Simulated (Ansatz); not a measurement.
Run report: La$_{2}$O$_{3}$, single-point calculation

La$_{2}$O$_{3}$ (P321, 5 atoms in the cell), computed with DFT PBE, scalar-relativistic, plane waves, PAW, no spin polarisation (Ansatz 0.2.0).

The structure derives from an entry of the Crystallography Open Database. Figures and captions count atoms from 1; the log counts them from 0 in places.

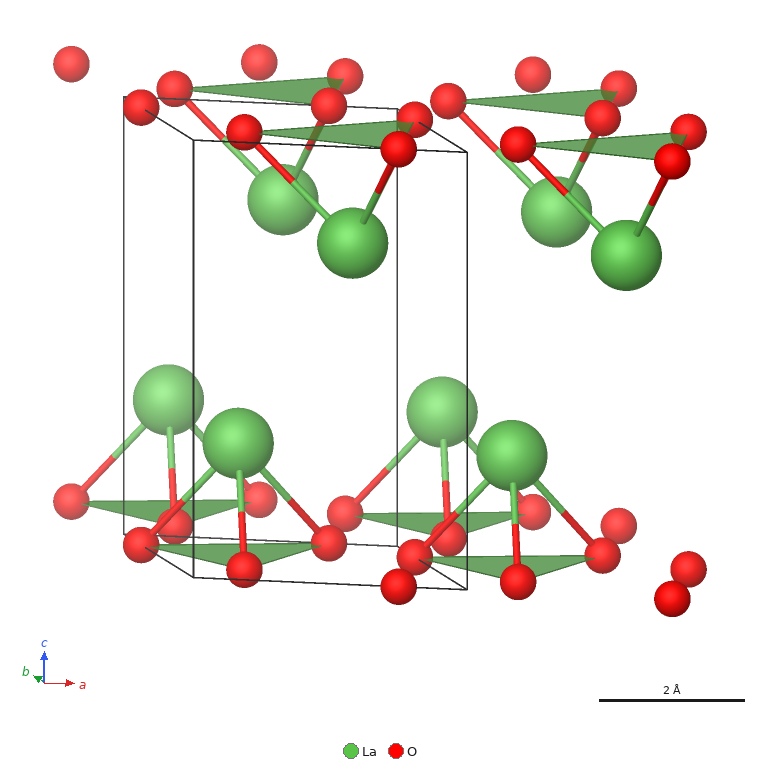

Fig. 1: The structure as given in the input (polyhedral view of the cell of the calculation, repeated 2 × 2 × 1, seen slightly off an axis; polyhedra are completed across the faces of the cell).

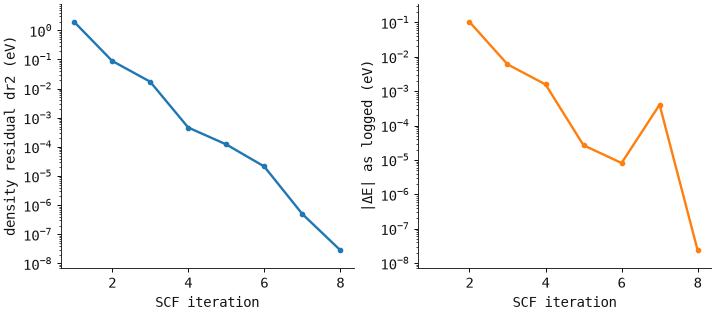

Fig. 2: Convergence of the self-consistent field: density residual dr2 and size of the energy change against the SCF iteration. The residual falls at every step.

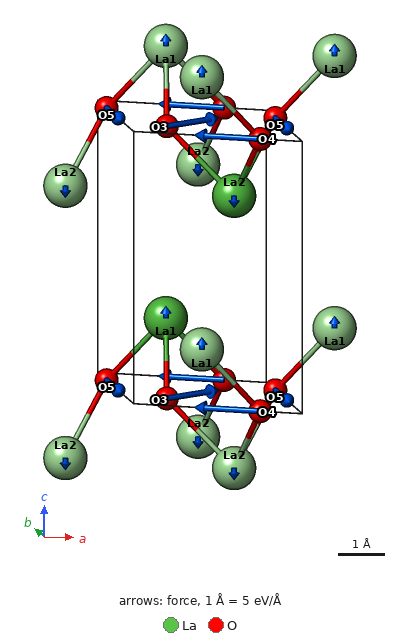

Fig. 3: Forces on the atoms as blue arrows (ball-and-stick view of the cell of the calculation, seen slightly off an axis; neighbours outside the cell are drawn fainter; atoms are numbered from 1 in the order of the input). The largest act on all 3 O atoms (7.78 eV/Å). The geometry is not a stationary point of this energy.

The input and output of the run follow.

## The input
```yaml
crystal:
  lattice:
    - [3.9299994531, 0.0, 0.0]
    - [-1.9649997266, 3.4034793633, 0.0]
    - [0.0, 0.0, 6.1199990384]
  atoms:
    - { symbol: La, position: [0.3333333333, 0.6666666667, 0.25] }
    - { symbol: La, position: [0.6666666667, 0.3333333333, 0.75] }
    - { symbol: O, position: [0.25, 0.25, 0.0] }
    - { symbol: O, position: [0.75, 0.0, 0.0] }
    - { symbol: O, position: [0.0, 0.75, 0.0] }
basis:
  ecutwfc: 420
kpoints:
  mp_grid: { grid: [6, 6, 4] }
hamiltonian:
  xc: pbe
scf:
  occupations: { method: gaussian, width: 0.1 }
output:
  forces: true
  stress: true
  eigenvalues: true
```

Launch command:
```bash
ansatz run input.yaml --threads 2 --pin off --max-ram 5632MiB --backend cpu --events-out ev --progress --plain --runs-dir out
```

## What the program printed
```
Engine: ansatz 0.2.0, x86_64-unknown-linux-gnu
Pseudopotentials: kind: paw
Pseudopotential: La, paw, valence charge 11, recommended cutoff 420 eV (normal), La.paw.azcp
Pseudopotential: O, paw, valence charge 6, recommended cutoff 420 eV (normal), O.paw.azcp
Functional definition: PBE
  parameter kappa = 0.804
  parameter beta = 0.06672455060314922
  exchange = pbe_x(kappa = kappa, mu = beta*pi^2/3)
  correlation = pbe_c(beta = beta)
Crystal: 5 atoms, lattice volume = 81.859 Å³
Basis set: ecut = 420 eV, 1641 PW (Γ), exchange–correlation on 54×54×90 points (8 copies of the dense FFT grid, shifted against one another)
Bands: 25, of which v1, the nominal top of the filled ones, is band 20 counted from 1 (19 counted from 0)
Symmetry: 6 space group operations
Space group: P321 (ITA 150), of the structure as read, at distance tolerance 4.3e-5 Å
k-points: 24 of 144 (time reversal used)
Non-local potential: La, projectors of the file, l = 0: 3, l = 1: 2, l = 2: 2, l = 3: 3
Non-local potential: O, projectors of the file, l = 0: 2, l = 1: 2, l = 2: 1
PAW form: soft (Blöchl's): semilocal exchange-correlation on the pseudo side does not see the compensation charge
PAW one-centre angular grid: La, 590 points (default); XC on 64 Gauss nodes
PAW one-centre angular grid: O, 110 points (default); XC on 64 Gauss nodes
Initial density: superposition of atomic densities (neutral atoms: chi_scale 0, normalization atom), corrected by the library's trained network
Initial wavefunctions: pseudopotential atomic-orbital guess
Functional: x = pbe(κ = 0.804, μ = 0.2195149727645171), c = pbe(β = 0.06672455060314922)
SCF iter   1: F=—  HF=-14197.293107 eV  |F-HF|=—  |Δ(HF+E_count)|=         —  Δρ=3.16e-2  dr2=1.96e0  ethr=1.77e-3  ⟨swp⟩=5.6  Hψ=2922  notcnv=0
preconditioner: auto → Kerker (q_TF=auto, 2.421 Å⁻¹)  [metal: Δε(μ)=0.016 eV  Ē_g=12.271 eV  σ=0.100 eV  W_gap=0.09  n_scr=22 (ndim 8)  ℏωp=24.6 eV  f_vac=0.000  D(μ)=5.12/eV (n_scr^D=54)]
SCF iter   2: F=—  HF=-14197.189097 eV  |F-HF|=—  |Δ(HF+E_count)|=   1.04e-1  Δρ=5.80e-3  dr2=8.94e-2  ethr=1.77e-3  ⟨swp⟩=2.1  Hψ=892  notcnv=0  defer=2
SCF iter   3: F=—  HF=-14197.183056 eV  |F-HF|=—  |Δ(HF+E_count)|=   6.04e-3  Δρ=3.23e-3  dr2=1.73e-2  ethr=2.23e-4  ⟨swp⟩=2.1  Hψ=694  notcnv=0  defer=3
SCF iter   4: F=—  HF=-14197.181486 eV  |F-HF|=—  |Δ(HF+E_count)|=   1.57e-3  Δρ=7.61e-4  dr2=4.63e-4  ethr=4.32e-5  ⟨swp⟩=2.2  Hψ=1171  notcnv=0  defer=3
SCF iter   5: F=—  HF=-14197.181513 eV  |F-HF|=—  |Δ(HF+E_count)|=   2.67e-5  Δρ=2.67e-4  dr2=1.22e-4  ethr=1.16e-6  ⟨swp⟩=2.0  Hψ=838  notcnv=0  defer=3
SCF iter   6: F=—  HF=-14197.181521 eV  |F-HF|=—  |Δ(HF+E_count)|=   8.14e-6  Δρ=1.14e-4  dr2=2.13e-5  ethr=3.05e-7  ⟨swp⟩=1.2  Hψ=602  notcnv=0  defer=3
SCF iter   7: F=—  HF=-14197.181117 eV  |F-HF|=—  |Δ(HF+E_count)|=   4.04e-4  Δρ=2.33e-5  dr2=5.02e-7  ethr=5.33e-8  ⟨swp⟩=2.4  Hψ=973  notcnv=0  defer=3
SCF iter   8: F=-14197.181117 eV  HF=-14197.181117 eV  |F-HF|=6.58e-9  |Δ(HF+E_count)|=   2.37e-8  Δρ=4.57e-6  dr2=2.86e-8  ethr=2.50e-10  ⟨swp⟩=7.6  Hψ=2721  notcnv=0
SCF 1 converged in 8 iterations: F = -14197.181117 eV  dr2 = 2.86e-8
  greatest PAW one-centre occupation: 0.973 electrons in one spin orbital (limit 2), on the La atom at site 1 (counted from 0), in its partial waves of l = 0
SCF converged after 8 iterations
Free energy (F): -14197.181117 eV
Harris-Foulkes:  -14197.181117 eV  (|F-HF|=6.58e-9)
Internal energy: -14197.156505 eV  (E = F + TS)
E sigma→0 (E₀):  -14197.168811 eV
Entropy (-TS):   -0.024612 eV (-4.922 meV/atom)
Fermi energy:    12.744294 eV
--- Per-component energies (eV) ---
  E_band       = -4.772060
  E_kinetic    = 937.297273
  E_local      = -2551.332571  (includes V_loc(G=0)·N_el)
  E_nonlocal   = 342.557836
  E_hartree    = 1045.155486
  E_xc         = -506.910800
  E_vxc        = -587.094341  (∫ρ·V_xc dr)
  E_paw        = -11309.719033  (= ΣΔE_a)
  E_vpaw       = -236.517930  (= ΣTr[D̂ρ^β])
  E_aug_tail   = 0.007187  (compensation charges beyond the density's cutoff)
  E_ewald      = -2154.211882
  E_smearing   = -0.024612  (= −TS)
  E_closure    = -0.000000  (closes the sum)
  Σ components = -14197.181117   (vs F -14197.181117, Δ=0.00e0)
--- Forces (eV/Å), atoms counted from 1 ---
  atom   1  La    -0.00000000     0.00000000     1.41174785
  atom   2  La     0.00000000    -0.00000000    -1.41174785
  atom   3  O      3.88802770     6.73426152    -0.00000000
  atom   4  O     -7.77605540    -0.00000000     0.00000000
  atom   5  O      3.88802770    -6.73426152    -0.00000000
  max |Σ_I F_I| component: 7.40e-17 eV/Å
--- Stress (GPa, compression-positive) ---
       53.110879       0.000000      -0.000000
        0.000000      53.110879      -0.000000
       -0.000000      -0.000000      18.515074
  P = ⅓ Tr σ = 41.5789 GPa (415.789 kbar)
--- Band table (eV; the first three rows and the last of 24) ---
  k-point 0: bands = ["-19.6961", "-19.3017", "-10.7787", "-6.2339", "-6.2339", "-3.3580", "-3.3580", "-3.2587", "-2.9333", "-1.7000", "-1.7000", "5.2236", "5.7643", "5.7643", "5.8570", "8.4238", "8.4238", "10.5739", "11.4407", "13.5571", "13.6546", "13.6546", "14.5108", "14.5108", "15.1255"]
  k-point 1: bands = ["-19.6617", "-19.3414", "-10.7477", "-6.2376", "-6.2276", "-3.6439", "-3.3916", "-3.3127", "-2.5818", "-1.7637", "-1.6670", "5.3765", "5.7597", "5.7951", "5.8379", "8.4016", "8.5074", "10.2530", "11.9079", "12.8118", "13.6650", "13.6699", "14.5112", "14.7391", "14.9635"]
  k-point 2: bands = ["-19.6157", "-19.3926", "-10.7162", "-6.2314", "-6.2314", "-3.8635", "-3.3482", "-3.3482", "-2.3968", "-1.7288", "-1.7288", "5.6275", "5.7222", "5.7901", "5.7901", "8.4841", "8.4841", "10.0994", "12.0148", "12.4708", "13.6823", "13.6823", "14.7656", "14.7656", "14.9186"]
  k-point 23: bands = ["-19.3559", "-19.3559", "-10.5920", "-7.4017", "-7.4017", "-3.9258", "-3.4352", "-3.4352", "-2.6367", "-1.1758", "-1.1758", "5.0428", "6.3024", "6.4204", "6.4204", "9.3660", "9.3660", "11.2482", "11.8978", "11.8978", "12.8897", "13.8999", "13.8999", "15.2252", "15.2252"]
```

## Key numbers

- outcome: converged
- space group (tolerance 0.01 Å): P321 (150)
- electrons treated: 40
- free energy: −14197.1811 eV
- Fermi energy: 12.744 eV
- gap on the k-point mesh: none (metallic)
- pressure: 41.58 GPa
- largest force (length of the vector): 7.776 eV/Å
- hardware: 2 threads of Intel Xeon (Sapphire Rapids), 16 GiB of memory available, shared host
- wall time: 1.7 s (CPU time 3.3 s)
- peak memory: 0.4 GiB
